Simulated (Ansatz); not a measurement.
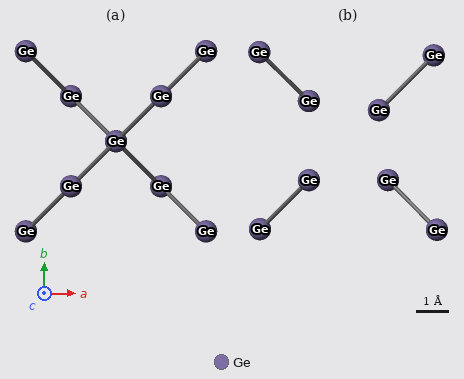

Left: perfect Ge. Right: the same region with one point defect, after relaxing the atoms in a supercell of 64 sites. The picture is a ball-and-stick view of the atoms within 4.6 Å of one point, in a slice 4.2 Å thick across the line of sight, seen along the c axis.

Method: Ansatz 0.2.0, DFT, PBEsol, PAW, plane waves. Set-up: plane-wave cutoff 420 eV; k-point mesh 1 × 1 × 1; mesh shifted by (0.25, 0.25, 0.25); no spin polarisation. Fermi-Dirac smearing of 0.01 eV. The axes drawn are those of the host's conventional cell.

Which defect is it?

A germanium atom is taken out (a vacancy).

The charge state of the cell is 0.

How does the lattice respond?

Around the empty Ge site the host had 4 Ge at 2.46 Å; after relaxation the nearest atoms are 1 Ge at 1.69 Å. Of the host's atoms, a germanium atom moves furthest from its site, by 0.77 Å.
